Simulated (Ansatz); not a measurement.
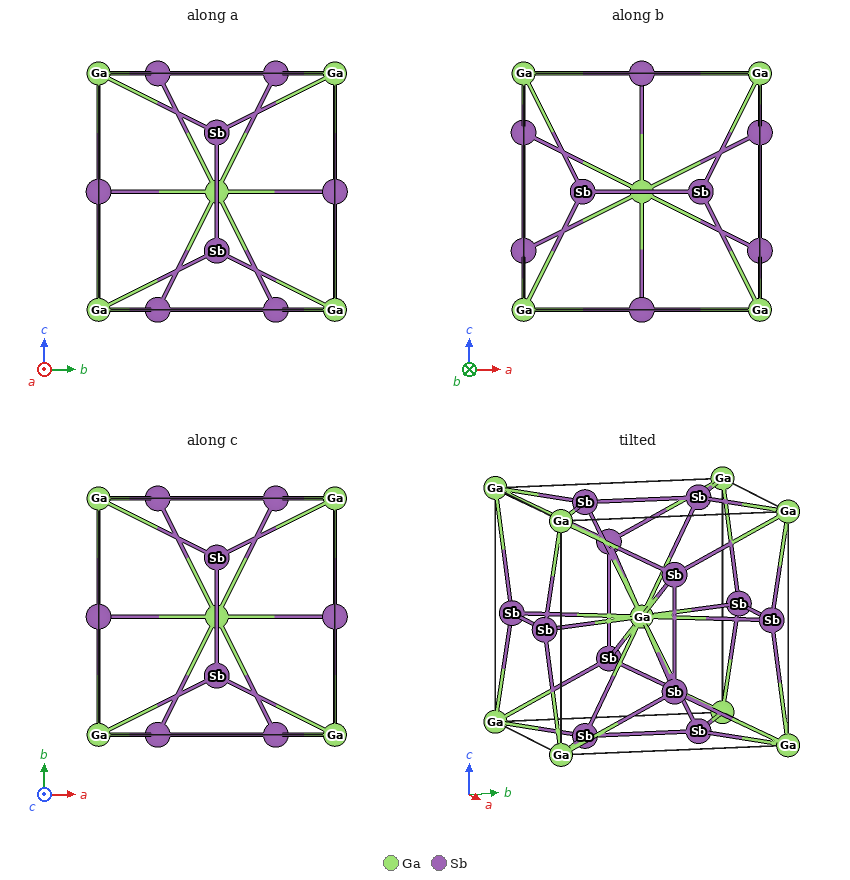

A ball-and-stick rendering, viewed along the a axis, along the b axis, along the c axis and slightly off an axis. The wireframe shows the conventional unit cell.

Lattice parameters: a = 5.968 Å, b = 5.968 Å, c = 5.968 Å, α = 90.00°, β = 90.00°, γ = 90.00°.

Record the structure as a table of Wyckoff sites.

Space group Pm-3n (No. 223).
```
atom  site       x       y       z
  Ga    2a  0.0000  0.0000  0.0000
  Sb    6c  0.0000  0.5000  0.2500
```

Source of the structure: a structure type filled with these elements by a generator (whether the compound takes this form wasn't checked). A relaxation with Ansatz 0.2.0, DFT PBE, scalar-relativistic, plane waves, PAW gave the geometry drawn.
